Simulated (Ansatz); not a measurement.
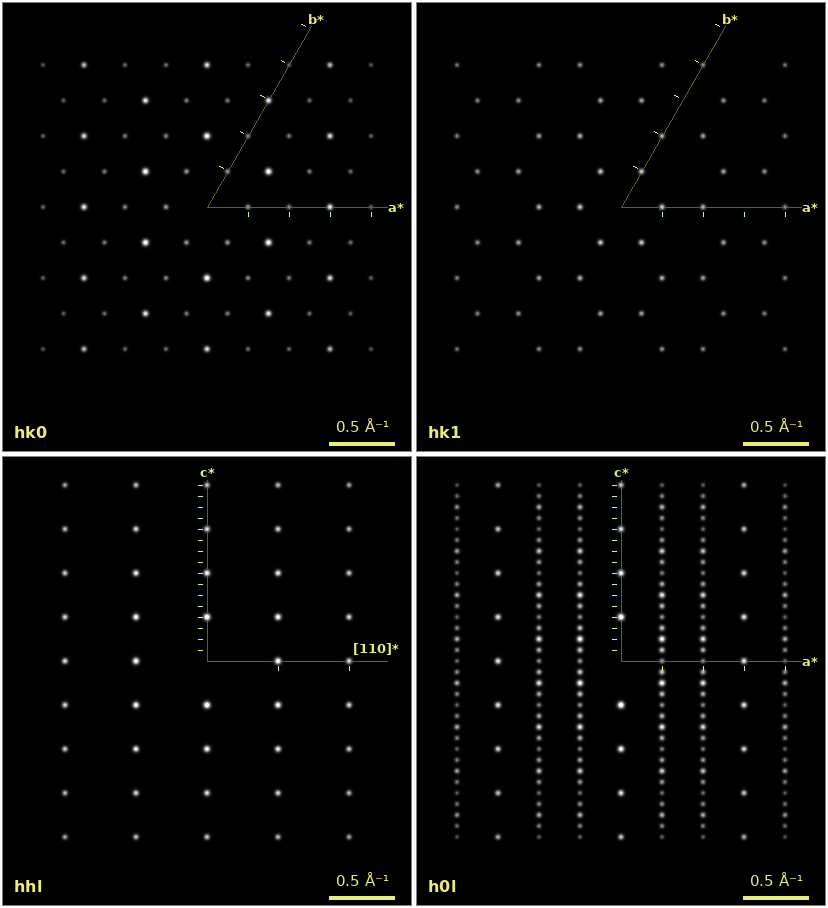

Simulated precession-type sections (X-rays; kinematic intensities, B = 0.5 Å²). The ticks mark integer indices of the conventional cell.

Question: What cell do the layers give?

Answer: a* = 0.319, b* = 0.319, c* = 0.086 Å⁻¹, γ* = 60°; the cell is hexagonal with a = 3.62 Å, c = 11.68 Å (hexagonal axes).

Question: List the systematic absences.

Answer: Reflections are present only under these conditions. hkl: no condition; hk0: no condition; h0l: no condition; hhl: l = 2n; 00l: l = 2n. The lattice is primitive (P). Further gaps, such as 3 0 1, 0 3 1, 3 0 3, come from atoms on special positions, not from the group's general conditions. A few very weak reflections are below the display threshold.

Question: Which space groups fit?

Answer: The intensities have Laue symmetry 6/mmm (the hk0 layer shows 6mm, hk1 shows 6mm). With these conditions the candidates are P6_3mc (No. 186), P-62c (No. 190), P6_3/mmc (No. 194). Diffraction geometry alone does not choose among them; the structure has P6_3/mmc. The compound is Gd. Structure: coordinates from a relaxation at fixed volume with Ansatz, DFT PBE, spin-orbit coupling, plane waves, PAW; the starting structure was generated, so it need not be a known form of this composition.
